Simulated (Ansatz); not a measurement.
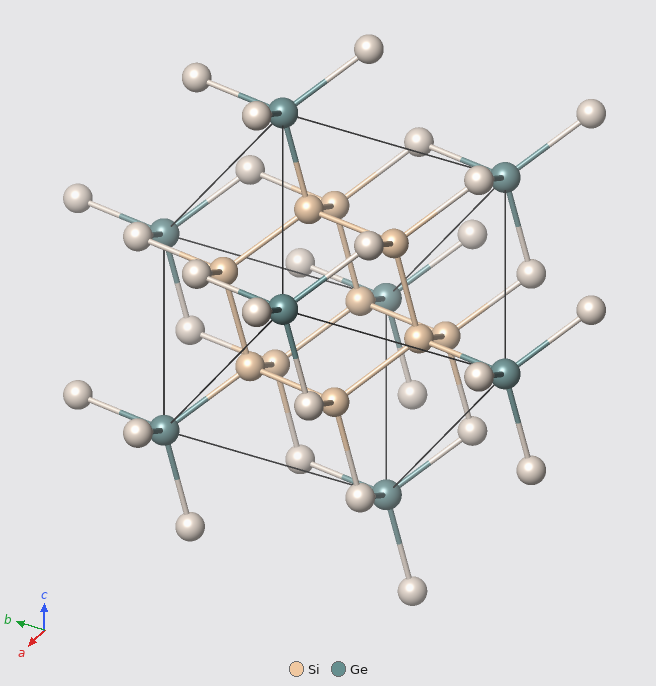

Shown here is a ball-and-stick view of the crystal, taken from a general direction. The edges of the conventional unit cell are marked. Atoms of adjacent cells appear where they bond to atoms in the box, in fainter colours.

Si₇Ge, space group P-42m (No. 111), a = 5.74 Å, b = 5.74 Å, c = 5.33 Å, α = 90.00°, β = 90.00°, γ = 90.00°.

The calculation used DFT r2SCAN, scalar-relativistic, plane waves, PAW in Ansatz, with 500 eV cutoff, k-grid 6×6×6, Gaussian smearing of 0.05 eV, no spin polarisation.

### Is the electronic structure metallic or gapped?

A semiconductor at this level, with a gap of 0.10 eV on the k-mesh (the true edges may lie between mesh points, so the gap can be somewhat smaller).

### How far is the cell from zero pressure?

The computed pressure is -5.9 GPa (stretched: it would shrink). The stress isn't hydrostatic: its largest component is 8.1 GPa.

Its origin is a structure listed in the Materials Project. The cell was then strained or its atoms displaced on purpose. A calculation with Ansatz used it as input.

At this level of theory the run's own cell isn't at rest (stretched, at -6 GPa), so its distances can differ from those at equilibrium, the more so the softer the solid.
